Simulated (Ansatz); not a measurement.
# What a change does: single-point calculation on Li$_{2}$NbO$_{6}$

System: Li$_{2}$NbO$_{6}$ (P-3m1, 9 atoms in the cell).
Method of the first run: DFT PBE, scalar-relativistic, plane waves, PAW, spin-polarised (Ansatz 0.2.0).

The structure was made by a generator, so it may or may not be a known phase. Text and figures count atoms from 1; the logs count them from 0 in places.

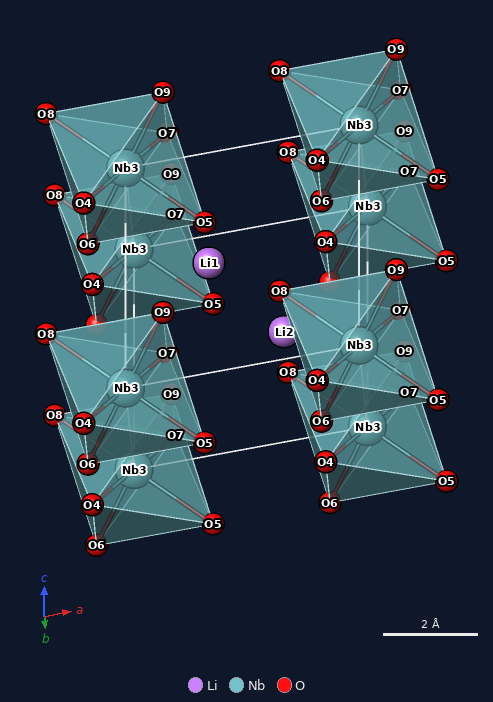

The structure (polyhedral view of the cell of the calculation, seen at an oblique angle; polyhedra are completed across the faces of the cell; atoms are numbered from 1 in the order of the input). An atom can appear more than once, as a periodic image.

Input, the first run:
```yaml
crystal:
  lattice:
    - [5.88357, 0.0, 0.0]
    - [-2.941785, 5.09532108, 0.0]
    - [0.0, 0.0, 4.9421988]
  atoms:
    - { symbol: Li, position: [0.33333333, 0.66666667, 0.75] }
    - { symbol: Li, position: [0.66666667, 0.33333333, 0.25] }
    - { symbol: Nb, position: [0.0, 0.0, 0.0] }
    - { symbol: O, position: [0.83333333, 0.66666667, 0.75] }
    - { symbol: O, position: [0.33333333, 0.16666667, 0.75] }
    - { symbol: O, position: [0.83333333, 0.16666667, 0.75] }
    - { symbol: O, position: [0.16666667, 0.33333333, 0.25] }
    - { symbol: O, position: [0.66666667, 0.83333333, 0.25] }
    - { symbol: O, position: [0.16666667, 0.83333333, 0.25] }
basis:
  ecutwfc: 420
kpoints:
  mp_grid: { grid: [3, 3, 4] }
hamiltonian:
  xc: pbe
scf:
  occupations: { method: gaussian, width: 0.1 }
  lower_state_search: "off"
output:
  forces: true
  stress: true
  eigenvalues: true
  populations: true
magnetization:
  spin_polarized: true
```

Launched with:
```bash
ansatz run input.yaml --threads 1 --pin off --max-ram 2560MiB --backend cpu --events-out ev --progress --plain --runs-dir out
```

Hardware: 1 thread of Intel Xeon @ 2.50GHz (Skylake/Cascade Lake), 189 GiB of memory available, shared host.

Output, shortened to warnings, some set-up lines, iterations and results (the first run):
```
Basis set: ecut = 420 eV, 2861 PW (Γ), exchange–correlation on 80×80×72 points (8 copies of the dense FFT grid, shifted against one another)
Symmetry: 12 space group operations
k-points: 10 of 36
Initial density: superposition of atomic densities (chi_scale 0.1, normalization cell, long waves kept (reshape's long-wave potential 0.06 eV rms))
[...]
SCF iter   1: F=—  HF=-8356.633276 eV  |F-HF|=—  |Δ(HF+E_count)|=         —  Δρ=2.73e-2 (↑2.73e-2 ↓2.73e-2)  dr2=3.22e0  dr2_m=0.00e0  M=0.000 μB ∫|m|=0.000 μB  β_m=0.30  …
SCF iter   2: F=—  HF=-8356.348818 eV  |F-HF|=—  |Δ(HF+E_count)|=   2.84e-1  Δρ=1.71e-2 (↑1.71e-2 ↓1.71e-2)  dr2=1.11e0  dr2_m=0.00e0  M=0.000 μB ∫|m|=0.000 μB  β_m=0.50  …
SCF iter   3: F=—  HF=-8355.575171 eV  |F-HF|=—  |Δ(HF+E_count)|=   7.74e-1  Δρ=5.51e-2 (↑5.51e-2 ↓5.42e-2)  dr2=2.35e-1  dr2_m=3.99e0  M=5.000 μB ∫|m|=5.000 μB  ethr=2.02e-3 …
SCF iter   4: F=—  HF=-8357.459988 eV  |F-HF|=—  |Δ(HF+E_count)|=         —  Δρ=1.44e-2 (↑1.22e-2 ↓1.44e-2)  dr2=2.64e-1  dr2_m=1.81e-1  M=5.000 μB ∫|m|=5.540 μB  β_m=0.50  …
SCF iter   5: F=—  HF=-8357.529840 eV  |F-HF|=—  |Δ(HF+E_count)|=   6.99e-2  Δρ=8.90e-3 (↑8.23e-3 ↓8.90e-3)  dr2=1.14e-1  dr2_m=7.83e-2  M=5.000 μB ∫|m|=5.659 μB  β_m=0.75  …
SCF iter   6: F=—  HF=-8357.604771 eV  |F-HF|=—  |Δ(HF+E_count)|=   7.49e-2  Δρ=2.44e-3 (↑1.39e-3 ↓2.44e-3)  dr2=3.09e-2  dr2_m=5.98e-4  M=5.000 μB ∫|m|=5.905 μB  β_m=0.70  …
SCF iter   7: F=—  HF=-8357.603922 eV  |F-HF|=—  |Δ(HF+E_count)|=   8.49e-4  Δρ=1.01e-3 (↑5.70e-4 ↓1.01e-3)  dr2=4.81e-3  dr2_m=1.56e-4  M=5.000 μB ∫|m|=5.912 μB  β_m=0.85  …
SCF iter   8: F=—  HF=-8357.605390 eV  |F-HF|=—  |Δ(HF+E_count)|=   1.47e-3  Δρ=3.77e-4 (↑3.77e-4 ↓2.60e-4)  dr2=1.02e-3  dr2_m=4.33e-5  M=5.000 μB ∫|m|=5.914 μB  β_m=0.92  …
SCF iter   9: F=—  HF=-8357.605567 eV  |F-HF|=—  |Δ(HF+E_count)|=   1.77e-4  Δρ=9.64e-5 (↑8.16e-5 ↓9.64e-5)  dr2=1.23e-4  dr2_m=1.11e-6  M=5.000 μB ∫|m|=5.907 μB  β_m=0.96  …
SCF iter  10: F=—  HF=-8357.605574 eV  |F-HF|=—  |Δ(HF+E_count)|=   7.01e-6  Δρ=3.31e-5 (↑3.01e-5 ↓3.31e-5)  dr2=1.11e-5  dr2_m=1.26e-7  M=5.000 μB ∫|m|=5.905 μB  β_m=0.98  …
SCF iter  11: F=—  HF=-8357.605664 eV  |F-HF|=—  |Δ(HF+E_count)|=   9.04e-5  Δρ=1.23e-5 (↑1.05e-5 ↓1.23e-5)  dr2=8.33e-7  dr2_m=6.09e-8  M=5.000 μB ∫|m|=5.905 μB  β_m=0.99  …
SCF iter  12: F=-8357.605665 eV  HF=-8357.605665 eV  |F-HF|=7.47e-8  |Δ(HF+E_count)|=   1.02e-6  Δρ=3.92e-6 (↑2.06e-6 ↓3.92e-6)  dr2=3.64e-8  dr2_m=5.21e-9  M=5.000 μB …
SCF 1 converged in 12 iterations: F = -8357.605665 eV  dr2 = 3.64e-8
SCF converged after 12 iterations
Magnetization: 5.0000 μB (30.0000 up, 25.0000 down)
Absolute magnetization: 5.9048 μB (∫|ρ↑−ρ↓|, with the PAW one-centre terms)
Spin contamination: 0.0938 ħ² per cell (⟨S²⟩ above its minimum at these occupations)
Per-site moments (μB) at R_I (Å): [(-0.011549828983328772, 1.2134863119112747), (-0.011549828983328734, 1.2134863119112744), (-0.20356468775493375, 0.8663759723127706), (0.8227647896272418, 0.8663759723127709), (0.8227647896272412, 0.8663759723127706), (0.8227647896272418, 0.8663759723127709), …
Free energy (F): -8357.605665 eV
Harris-Foulkes:  -8357.605665 eV  (|F-HF|=7.47e-8)
Internal energy: -8357.585282 eV  (E = F + TS)
E sigma→0 (E₀):  -8357.595474 eV
Entropy (-TS):   -0.020383 eV (-2.265 meV/atom)
Fermi energy:    1.154461 eV
--- Per-component energies (eV) ---
  E_band       = -660.957942
  E_kinetic    = 1438.885518
  E_local      = -4379.540751  (includes V_loc(G=0)·N_el)
  E_nonlocal   = 338.385573
  E_hartree    = 1531.038004
  E_xc         = -624.468434
  E_vxc        = -784.238498  (∫ρ·V_xc dr)
  E_paw        = -4054.698453  (= ΣΔE_a)
  E_vpaw       = -336.536850  (= ΣTr[D̂ρ^β])
  E_aug_tail   = 0.013981  (compensation charges beyond the density's cutoff)
  E_ewald      = -2607.200720
  E_smearing   = -0.020383  (= −TS)
  E_closure    = -0.000000  (closes the sum)
  Σ components = -8357.605665   (vs F -8357.605665, Δ=0.00e0)
--- Forces (eV/Å), atoms counted from 1 ---
  atom   1  Li    -0.00000000     0.00000000    -0.32101520
  atom   2  Li     0.00000000    -0.00000000     0.32101520
  atom   3  Nb     0.00000000     0.00000000     0.00000000
  atom   4  O      0.00000000     1.45674288     1.23524482
  atom   5  O     -1.26157634    -0.72837144     1.23524482
  atom   6  O      1.26157634    -0.72837144     1.23524482
  atom   7  O     -0.00000000    -1.45674288    -1.23524482
  atom   8  O      1.26157634     0.72837144    -1.23524482
  atom   9  O     -1.26157634     0.72837144    -1.23524482
  max |Σ_I F_I| component: 4.44e-16 eV/Å
--- Stress (GPa, compression-positive) ---
      -12.816178       0.000000      -0.000000
        0.000000     -12.816178       0.000000
       -0.000000       0.000000     -15.634281
  P = ⅓ Tr σ = -13.7555 GPa (-137.555 kbar)
--- Löwdin populations: 9 sites ---
  site symbol       q [e]    m [muB]
     0     Li      2.2212    -0.0266
     1     Li      2.2212    -0.0266
     2     Nb     11.5434    -0.4934
     3      O      6.4603     0.9328
     4      O      6.4603     0.9328
     5      O      6.4603     0.9328
     6      O      6.4603     0.9328
     7      O      6.4603     0.9328
[...]
```

The second run used a changed input.

The two runs side by side:

| quantity | the first run | the second run |
| --- | --- | --- |
| outcome | converged | converged |
| free energy per atom (eV) | −928.6229 | −928.4813 |
| energy per atom, smearing taken to zero (eV) | −928.6217 | −928.4748 |
| gap on the mesh (eV) | 0.00 | 0.00 |
| net moment of the cell (μB) | 5.00 | – |
| absolute moment of the cell (μB) | 5.90 | – |
| pressure (GPa) | −13.76 | −15.29 |
| largest force (eV/Å) | 1.910 | 1.886 |
| SCF iterations | 12 | 7 |
| irreducible k-points | 10 | 10 |
| plane waves at Γ | 2861 | 2861 |
| wall time (shared host) | 15 s | 6.2 s |

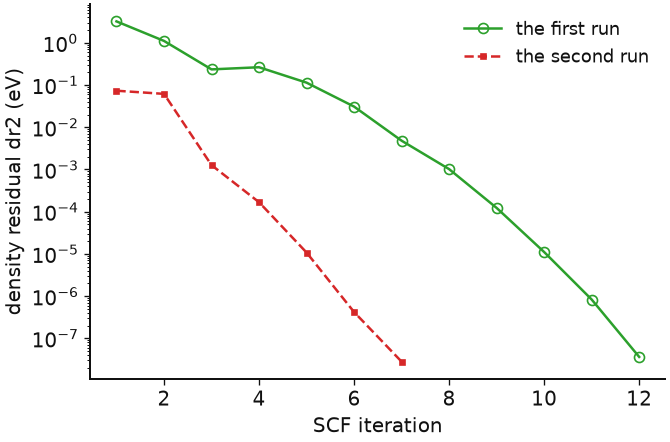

Convergence of the two runs: density residual dr2 against the SCF iteration. The first run takes 12 iterations in all, and the second run takes 7.

Which change of the input explains these differences?

The change (lines with − go, lines with + come):
```diff
-  populations: true
-magnetization:
-  spin_polarized: true
```

With the same functional and potentials, the second run lies 141.6 meV per atom higher. The pressure goes from −13.76 to −15.29 GPa. The largest force goes from 1.910 to 1.886 eV/Å. The SCF takes 7 iterations against 12. On the same kind of shared host the second run took about 0.4 times as long. The two runs start from different initial densities, which also moves the count.

Output, shortened to warnings, some set-up lines, iterations and results (the second run):
```
Basis set: ecut = 420 eV, 2861 PW (Γ), exchange–correlation on 80×80×72 points (8 copies of the dense FFT grid, shifted against one another)
Symmetry: 12 space group operations
k-points: 10 of 36
Initial density: superposition of atomic densities (neutral atoms: chi_scale 0, normalization atom), corrected by the library's trained network
[...]
SCF iter   1: F=—  HF=-8356.338767 eV  |F-HF|=—  |Δ(HF+E_count)|=         —  Δρ=9.81e-3  dr2=7.34e-2  ethr=1.77e-3  ⟨swp⟩=5.3  Hψ=1325  notcnv=0  defer=19
SCF iter   2: F=—  HF=-8356.341101 eV  |F-HF|=—  |Δ(HF+E_count)|=   2.33e-3  Δρ=9.28e-3  dr2=6.18e-2  ethr=1.33e-4  ⟨swp⟩=2.1  Hψ=768  notcnv=0  defer=23
SCF iter   3: F=—  HF=-8356.331598 eV  |F-HF|=—  |Δ(HF+E_count)|=   9.50e-3  Δρ=7.32e-4  dr2=1.27e-3  ethr=1.12e-4  ⟨swp⟩=2.3  Hψ=582  notcnv=0  defer=23
SCF iter   4: F=—  HF=-8356.331602 eV  |F-HF|=—  |Δ(HF+E_count)|=   4.10e-6  Δρ=4.34e-4  dr2=1.68e-4  ethr=2.31e-6  ⟨swp⟩=2.2  Hψ=533  notcnv=0  defer=23
SCF iter   5: F=—  HF=-8356.331647 eV  |F-HF|=—  |Δ(HF+E_count)|=   4.41e-5  Δρ=7.68e-5  dr2=1.08e-5  ethr=3.06e-7  ⟨swp⟩=2.2  Hψ=556  notcnv=0  defer=23
SCF iter   6: F=—  HF=-8356.331544 eV  |F-HF|=—  |Δ(HF+E_count)|=   1.03e-4  Δρ=2.67e-5  dr2=4.21e-7  ethr=1.96e-8  ⟨swp⟩=2.0  Hψ=508  notcnv=0  defer=23
SCF iter   7: F=-8356.331544 eV  HF=-8356.331544 eV  |F-HF|=3.18e-8  |Δ(HF+E_count)|=   4.05e-7  Δρ=6.79e-6  dr2=2.81e-8  ethr=1.82e-10  ⟨swp⟩=9.0  Hψ=1400  notcnv=0
SCF 1 converged in 7 iterations: F = -8356.331544 eV  dr2 = 2.81e-8
SCF converged after 7 iterations
Free energy (F): -8356.331544 eV
Harris-Foulkes:  -8356.331544 eV  (|F-HF|=3.18e-8)
Internal energy: -8356.215074 eV  (E = F + TS)
E sigma→0 (E₀):  -8356.273309 eV
Entropy (-TS):   -0.116470 eV (-12.941 meV/atom)
Fermi energy:    0.720778 eV
--- Per-component energies (eV) ---
  E_band       = -662.724133
  E_kinetic    = 1436.475731
  E_local      = -4373.371403  (includes V_loc(G=0)·N_el)
  E_nonlocal   = 337.009533
  E_hartree    = 1526.820544
  E_xc         = -623.245259
  E_vxc        = -782.632440  (∫ρ·V_xc dr)
  E_paw        = -4052.717403  (= ΣΔE_a)
  E_vpaw       = -333.864214  (= ΣTr[D̂ρ^β])
  E_aug_tail   = 0.013904  (compensation charges beyond the density's cutoff)
  E_ewald      = -2607.200720
  E_smearing   = -0.116470  (= −TS)
  E_closure    = -0.000000  (closes the sum)
  Σ components = -8356.331544   (vs F -8356.331544, Δ=0.00e0)
--- Forces (eV/Å), atoms counted from 1 ---
  atom   1  Li    -0.00000000     0.00000000    -0.27432478
  atom   2  Li     0.00000000    -0.00000000     0.27432478
  atom   3  Nb     0.00000000     0.00000000     0.00000000
  atom   4  O      0.00000000     1.40011197     1.26398960
  atom   5  O     -1.21253254    -0.70005599     1.26398960
  atom   6  O      1.21253254    -0.70005599     1.26398960
  atom   7  O     -0.00000000    -1.40011197    -1.26398960
  atom   8  O      1.21253254     0.70005599    -1.26398960
  atom   9  O     -1.21253254     0.70005599    -1.26398960
  max |Σ_I F_I| component: 2.22e-16 eV/Å
--- Stress (GPa, compression-positive) ---
      -14.829398      -0.000000      -0.000000
        0.000000     -14.829398       0.000000
       -0.000000       0.000000     -16.202150
  P = ⅓ Tr σ = -15.2870 GPa (-152.870 kbar)
```

For the first run: Warnings: spin is on but no starting moments are given. The cell is under a tension of 13.8 GPa at this level, so it is not at its equilibrium volume. For the second run: The cell holds an odd number of electrons but the run has no spin polarisation, so a band is left half filled. The cell is under a tension of 15.3 GPa at this level, so it is not at its equilibrium volume.
